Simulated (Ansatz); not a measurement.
System: Be.

The calculation's input:

```
crystal:
  lattice:
    - [0.0, 1.57905, 1.57905]
    - [1.57905, 0.0, 1.57905]
    - [1.57905, 1.57905, 0.0]
  atoms:
    - { symbol: Be, position: [0.0, 0.0, 0.0] }
hamiltonian:
  xc: revpbe
  pseudopotentials: { kind: paw }
  dispersion: d4
kpoints:
  mp_grid: { grid: [14, 14, 14] }
scf:
  occupations: { method: fermi_dirac, width: 0.05 }
output:
  forces: true
  stress: true
  eigenvalues: true
  write_density: true
  write_potential: true
  elf: true
  volumetric_format: npy
relax:
  f_tol: 0.01
  max_steps: 40
  cell: { stress_tol: 0.05 }
```

Launched as:

```sh
ansatz run input.yaml --threads 2 --pin off --max-ram 5632MiB --backend cpu --events-out ev --progress --plain --runs-dir out
```

Below, planes, directions and counts refer to the conventional cell (a = 3.14 Å, b = 3.14 Å, c = 3.14 Å, α = 90.00°, β = 90.00°, γ = 90.00°).

The fields are those of the run's last geometry, not of the input's.

Space group Fm-3m; a generated structure, not necessarily the stable one.

Method: Ansatz 0.2.0, Kohn-Sham DFT of a periodic cell, revPBE with D4, Ansatz PAW.

**Predict the valence pseudo-density and electron localisation function between the atoms.**

Be–Be (2.22 Å): ρ at the midpoint is about 0.28 e/Å³; the ELF peaks at about 0.60 between the atoms.

**Does the calculation give a band gap?**

It is metallic or semimetallic at this level of theory: no gap opens.

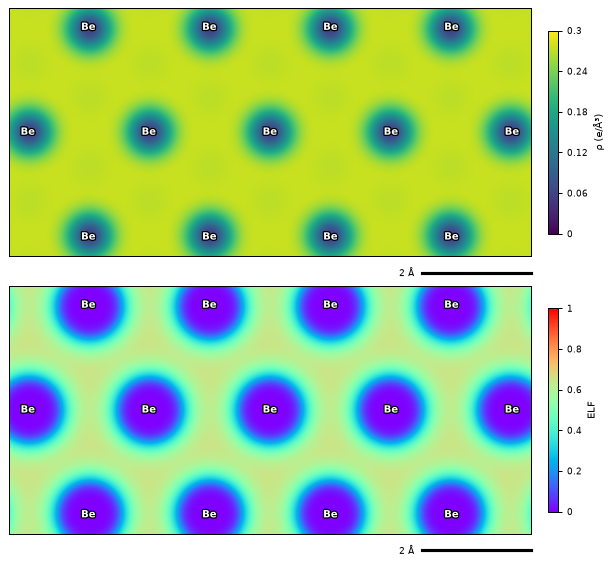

Computed valence pseudo-density and electron localisation function on the (111) plane of the conventional cell, in this order. 
